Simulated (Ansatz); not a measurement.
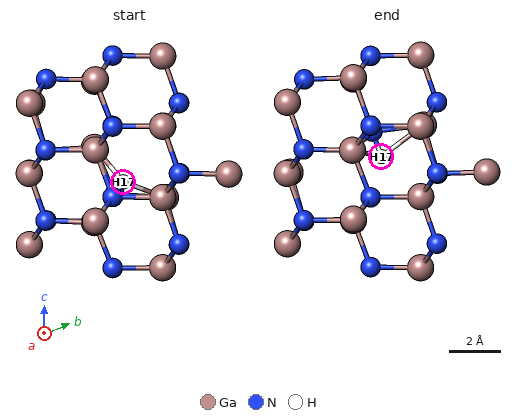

The two relaxed end points of a path for a defect cell of composition Ga$_{8}$HN$_{8}$ (cell charge +1) (17 atoms in the cell). Style: ball-and-stick. Shown: the atoms within 4.8 Å of the middle of the path, along the a axis. The moving atom is ringed, with any periodic copies. Bonds to atoms that aren't drawn are left out.

The calculation used DFT PBE, scalar-relativistic, plane waves, PAW (Ansatz).

Input file:
```yaml
crystal:
  lattice:
    - [4.5484769843, 0.0, 4.5484769843]
    - [0.0, -4.5484769843, 4.5484769843]
    - [4.5484769843, -4.5484769843, 0.0]
  atoms:
    - { symbol: Ga, position: [0.0210401008, 0.4890384848, 0.4890266188] }
    - { symbol: Ga, position: [0.001060481, 0.0010338748, 0.4957513379] }
    - { symbol: Ga, position: [0.4962131022, 0.4961817028, 0.4962019034] }
    - { symbol: Ga, position: [0.489045522, 0.021018096, 0.4890581502] }
    - { symbol: Ga, position: [0.0010492828, 0.4957442228, 1.0010402038] }
    - { symbol: Ga, position: [-7.3493e-06, 8.392e-07, 0.9999981577] }
    - { symbol: Ga, position: [0.4890269323, 0.4890514076, 1.0210330211] }
    - { symbol: Ga, position: [0.4957525325, 0.0010420646, 1.0010596139] }
    - { symbol: "N", position: [0.1226938487, 0.6255267621, 0.1226936643] }
    - { symbol: "N", position: [0.124049195, 0.1240387822, 0.1240470858] }
    - { symbol: "N", position: [0.6250073493, 0.6250066034, 0.1276388709] }
    - { symbol: "N", position: [0.6255157815, 0.1227081887, 0.1227141021] }
    - { symbol: "N", position: [0.1276457054, 0.6249991608, 0.6250018423] }
    - { symbol: "N", position: [0.1227058414, 0.1226997593, 0.6255225793] }
    - { symbol: "N", position: [0.6388886368, 0.638893438, 0.6388925226] }
    - { symbol: "N", position: [0.6250177379, 0.1276256383, 0.625019696] }
    - { symbol: H, position: [0.7053469283, 0.7052175383, 0.7052945103] }
total_charge: 1
basis:
  ecutwfc: 420
  xc_grid: 2
kpoints:
  mp_grid: { grid: [3, 3, 3], shift: [0.0, 0.0, 0.0] }
hamiltonian:
  xc: pbe
scf:
  occupations: { method: gaussian, width: 0.02 }
output:
  forces: true
neb:
  images: 3
  f_tol: 0.05
  max_iterations: 70
  order_check: false
  final_atoms:
    - { symbol: Ga, position: [0.0010596139, 0.4957525325, 0.5021457889] }
    - { symbol: Ga, position: [0.0010402038, 0.0010492828, 0.5021662906] }
    - { symbol: Ga, position: [0.4962019034, 0.4962131022, 0.5114032916] }
    - { symbol: Ga, position: [0.4957513379, 0.001060481, 0.5021543064] }
    - { symbol: Ga, position: [0.0210330211, 0.4890269323, 1.000888639] }
    - { symbol: Ga, position: [-1.8423e-06, -7.3493e-06, 1.0000083524] }
    - { symbol: Ga, position: [0.4890581502, 0.489045522, 1.0008782318] }
    - { symbol: Ga, position: [0.4890266188, 0.0210401008, 1.0008947956] }
    - { symbol: "N", position: [0.1227141021, 0.6255157815, 0.1290619278] }
    - { symbol: "N", position: [0.1226936643, 0.1226938487, 0.1290857249] }
    - { symbol: "N", position: [0.6388925226, 0.6388886368, 0.0833254026] }
    - { symbol: "N", position: [0.6255225793, 0.1227058414, 0.1290718201] }
    - { symbol: "N", position: [0.1276388709, 0.6250073493, 0.6223471764] }
    - { symbol: "N", position: [0.1240470858, 0.124049195, 0.627864937] }
    - { symbol: "N", position: [0.625019696, 0.6250177379, 0.6223369278] }
    - { symbol: "N", position: [0.6250018423, 0.1276457054, 0.6223532915] }
    - { symbol: H, position: [0.7052945103, 0.7053469283, 0.884141023] }
```

Command:
```bash
ansatz run input.yaml --threads 4 --pin off --max-ram 10240MiB --backend cpu --events-out ev --progress --plain --runs-dir out
```

Predict the minimum-energy path and its barrier.

Answer. The two ends have the same energy, and the highest point, image 2, lies 0.85 eV above the start. The H atom travels furthest, 1.15 Å from end to end, along +c, on a path that bends up to 0.35 Å away from the straight line. At the highest image its nearest neighbour (N) is 1.41 Å away, against 1.05 Å at the start, and the surrounding atoms stand up to 0.18 Å off the mean of their end positions. Breaking: H–N (1.05 → 2.32 Å). Forming: H–N (2.32 → 1.05 Å). The band converged in 7 iterations. The largest component of the band force went from 1.5 to 0.016 eV/Å. The climbing image converged on the top of the path. Its curvatures weren't checked.

Energies of the converged images:

```csv
image,path (Å),E (eV)
0,0.00,0.000
1,0.42,0.159
2,0.85,0.850
3,1.27,0.158
4,1.70,0.000
```

The geometry at the top of the path:

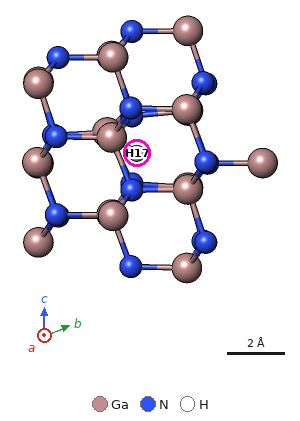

Limits of the set-up: the periodic images lie only 6.4 Å apart, so the values are limited by the cell's size; the cell is charged, on a uniform background, and energies carry no finite-size correction.
